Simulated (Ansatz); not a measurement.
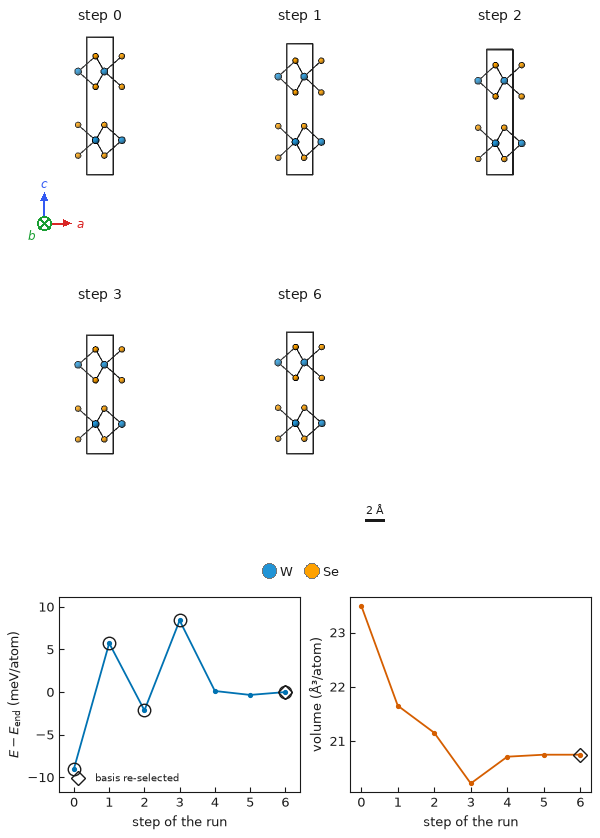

Frames of a relaxation of a crystal of WSe2 (set up in P6_3/mmc), marked on the history of the run. Style: ball-and-stick. Shown: the cell of the calculation, along the b axis.

Case: relaxed at 2 GPa.

All numbers below come from DFT PBE, scalar-relativistic, plane waves, PAW in Ansatz 0.2.0.

Input file:
```yaml
crystal:
  lattice:
    - [3.299895986, 0.0, 0.0]
    - [-1.649947993, 2.8577937537, 0.0]
    - [0.0, 0.0, 14.9482878706]
  atoms:
    - { symbol: W, position: [0.6666666667, 0.3333333333, 0.75] }
    - { symbol: W, position: [0.3333333333, 0.6666666667, 0.25] }
    - { symbol: Se, position: [0.3333333333, 0.6666666667, 0.8615430793] }
    - { symbol: Se, position: [0.6666666667, 0.3333333333, 0.3615430793] }
    - { symbol: Se, position: [0.3333333333, 0.6666666667, 0.6384569207] }
    - { symbol: Se, position: [0.6666666667, 0.3333333333, 0.1384569207] }
basis:
  ecutwfc: 420
kpoints:
  mp_grid: { grid: [12, 12, 2] }
hamiltonian:
  xc: pbe
scf:
  occupations: { method: gaussian, width: 0.02 }
output:
  forces: true
  stress: true
  eigenvalues: true
relax:
  adjacent_minimum: "off"
  f_tol: 0.008
  max_steps: 50
  cell: { stress_tol: 0.08, p_target: 2.0 }
```

Launched with:
```bash
ansatz run input.yaml --threads 1 --pin off --max-ram 2560MiB --backend cpu --events-out ev --progress --plain --runs-dir out
```

Describe the path.

Answer. The largest moves relative to the cell, 0.21 Å, are those of Se3, Se4, Se5 and Se6. Se3 goes along +c. W stays in place. Cell: a = b 3.300 → 3.298 Å (0.0 %), c 14.948 → 13.213 Å (−11.6 %). Volume −11.7 %. Near-neighbour distances that change, for instance: W1–Se3 2.532 → 2.541 Å. The space group stays P6_3/mmc (No. 194). Over 5 accepted moves (6 points after the start) the energy rises by 9.0 meV per atom. With the target pressure of 2 GPa, the enthalpy E + pV changes by −25.3 meV per atom. The largest force component goes from 0.32 to 0.0024 eV/Å. The pressure goes from 2.27 to 1.98 GPa. The SCF was repeated once at an unchanged geometry on a basis and grid sized afresh for the cell, which shifted the energy by 0.3 meV per atom at most. From step 0 to 1: Se atoms move most (0.14 Å), volume −7.8 %, energy +14.7 meV per atom. From step 1 to 2: Se atoms move most (0.05 Å), volume −2.3 %, energy −7.9 meV per atom. From step 2 to 3: Se atoms move most (0.06 Å), volume −4.4 %, energy +10.6 meV per atom. From step 3 to 6: Se atoms move most (0.04 Å), volume +2.6 %, energy −8.4 meV per atom.

Limits of the set-up: layers or molecules are held without a dispersion correction, so their spacing is unreliable.
